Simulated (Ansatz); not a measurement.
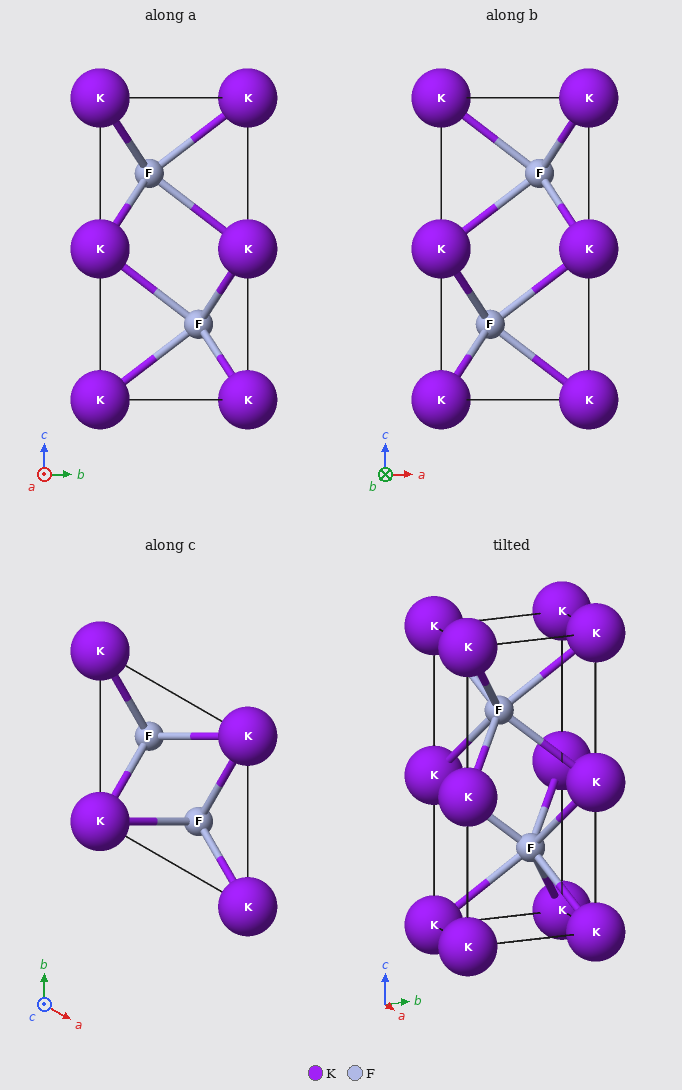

The image is a ball-and-stick drawing of a crystal, viewed along the a axis, along the b axis, along the c axis and slightly off an axis. The conventional unit cell is outlined; an atom on or near a face, edge or corner is repeated at each equivalent position.

Lattice parameters: a = 3.6599 Å, b = 3.6599 Å, c = 6.4788 Å, α = 90.000°, β = 90.000°, γ = 120.000°.

**Transcribe the picture into a CIF in P1 with every atom of the cell.**

```cif
data_structure
_symmetry_space_group_name_H-M 'P 1'
_symmetry_Int_Tables_number 1
_cell_length_a 3.6599
_cell_length_b 3.6599
_cell_length_c 6.4788
_cell_angle_alpha 90.000
_cell_angle_beta 90.000
_cell_angle_gamma 120.000
_cell_volume 75.16
loop_
_atom_site_label
_atom_site_type_symbol
_atom_site_fract_x
_atom_site_fract_y
_atom_site_fract_z
_atom_site_occupancy
K1 K 0.0000 0.0000 0.0000 1
K2 K 0.0000 0.0000 0.5000 1
F1 F 0.3333 0.6667 0.2500 1
F2 F 0.6667 0.3333 0.7500 1
```

Provenance: a structure type filled with these elements by a generator (whether the compound takes this form wasn't checked). Earlier steps of the study may have refined or changed the cell and positions. A calculation with Ansatz used it as input.
